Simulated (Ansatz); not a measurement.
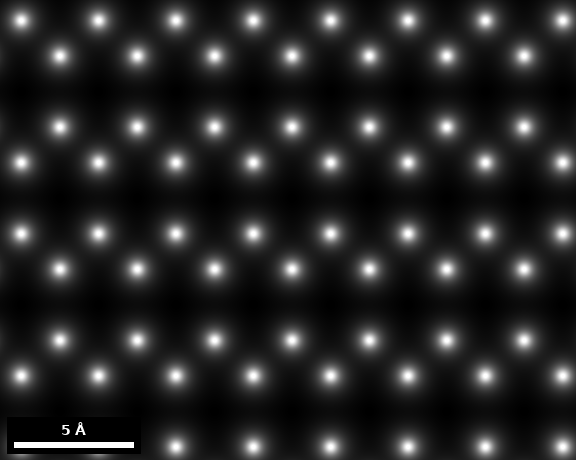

Projected-potential map of Hg (P6_3/mmc, No. 194) along [201]. Computed as the sum of neutral-atom potentials (tabulated electron scattering factors, B = 0.5 Å²) projected along the beam and smoothed by 0.25 Å; brighter is more positive. The display is stretched by a gamma of 0.6; percentages refer to the linear signal. Structure: the geometry relaxed with DFT, RPBE, plane waves (420 eV) with PAW, scalar-relativistic (Ansatz 0.2.0); the starting structure was generated, so it need not be a known form of this composition.

Interpret the image.

Answer. The columns repeat on a centred rectangular net of 3.24 × 8.92 Å (plane group c2mm). All columns are alike (Hg). The shortest distance between visible columns is 2.20 Å in projection. Along the beam the structure repeats every 13.25 Å.

What mean inner potential do neutral atoms give for this crystal?

Answer. About 5 V (the sum of the forward scattering factors over the cell volume; bonding usually lowers the true value).
